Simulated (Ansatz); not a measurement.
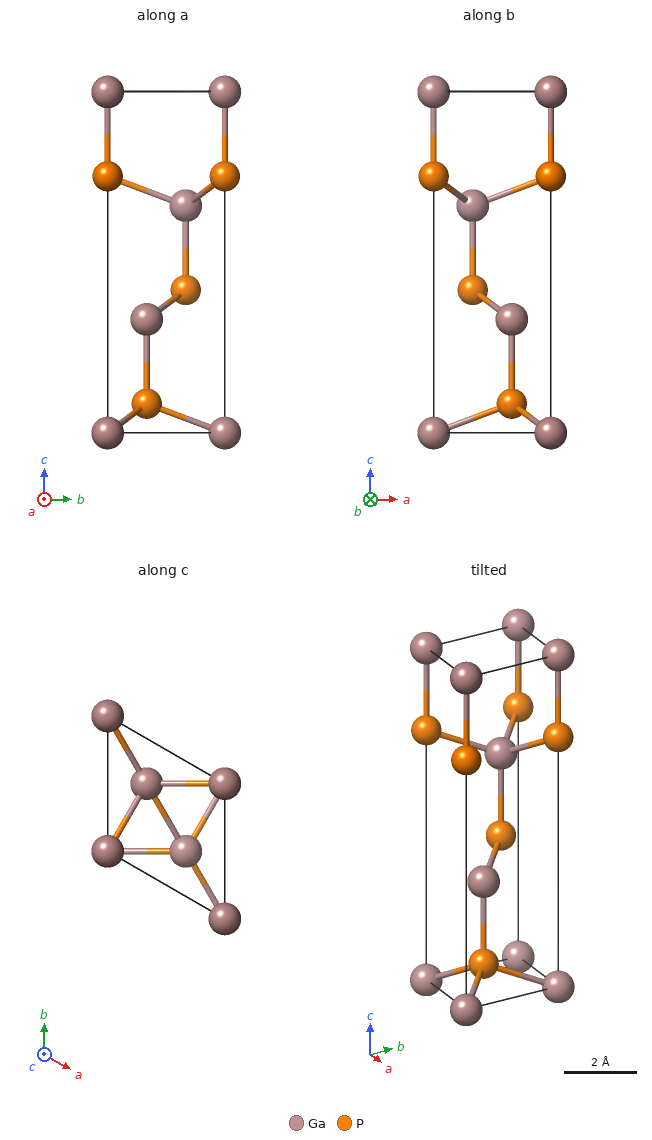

A ball-and-stick rendering, viewed along the a axis, along the b axis, along the c axis and slightly off an axis. The lines enclose the conventional unit cell; boundary atoms appear with their images.

Lattice parameters: a = 3.7772 Å, b = 3.7772 Å, c = 9.5261 Å, α = 90.000°, β = 90.000°, γ = 120.000°.

**Record the structure as a CIF with its space group and independent sites, with free fractional coordinates to two decimals.**

```cif
data_structure
_symmetry_space_group_name_H-M 'R 3 m :H'
_symmetry_Int_Tables_number 160
_cell_length_a 3.7772
_cell_length_b 3.7772
_cell_length_c 9.5261
_cell_angle_alpha 90.000
_cell_angle_beta 90.000
_cell_angle_gamma 120.000
_cell_volume 117.70
loop_
_atom_site_label
_atom_site_type_symbol
_atom_site_symmetry_multiplicity
_atom_site_Wyckoff_symbol
_atom_site_fract_x
_atom_site_fract_y
_atom_site_fract_z
_atom_site_occupancy
Ga1 Ga 3 a 0.6667 0.3333 0.33 1
P1 P 3 a 0.6667 0.3333 0.08 1
```

The initial geometry was a structure type filled with these elements by a generator (whether the compound takes this form wasn't checked). Earlier steps of the study may have refined or changed the cell and positions. A calculation with Ansatz used it as input.
